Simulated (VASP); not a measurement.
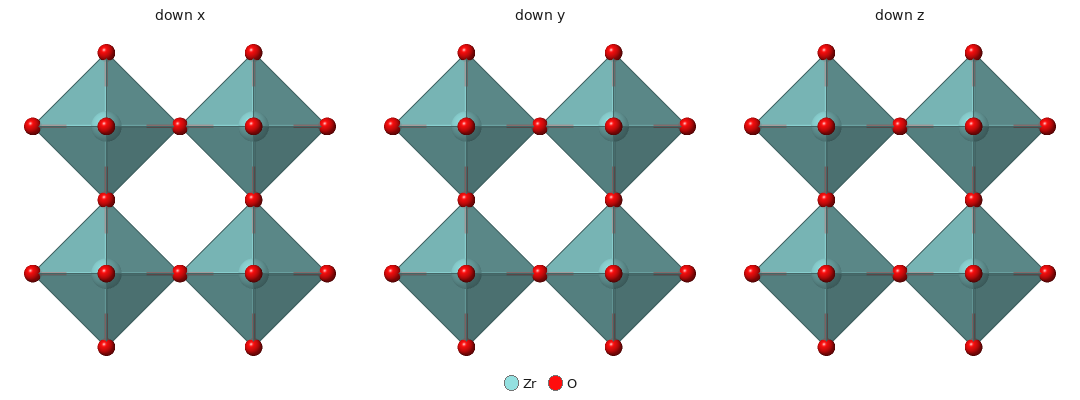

Blocks of 2 × 2 × 2 octahedra, seen down the three pseudocubic axes x, y and z (centre-to-centre directions). The cavity atoms are not drawn.

System BaZrO₃; source of the atomic positions: the geometry relaxed with VASP Kohn-Sham DFT of a periodic cell, r2SCAN with rVV10, VASP PAW PBE potentials, recommended (VASP).

> Which atoms centre the octahedra, which link them, and which fill the cavities?

Zr at the centres, O at the shared corners, Ba in the cavities: a perovskite-type framework of corner-sharing octahedra.

> Give the tilt system in Glazer's notation, with the angles.

The octahedra are not tilted (under 0.5° about every axis): a0a0a0.

> What are the Zr–O–Zr angles?

Zr–O–Zr angles along x: 180.0°; along y: 180.0°; along z: 180.0°.

> Which space group does the whole structure have?

Pm-3m (No. 221).
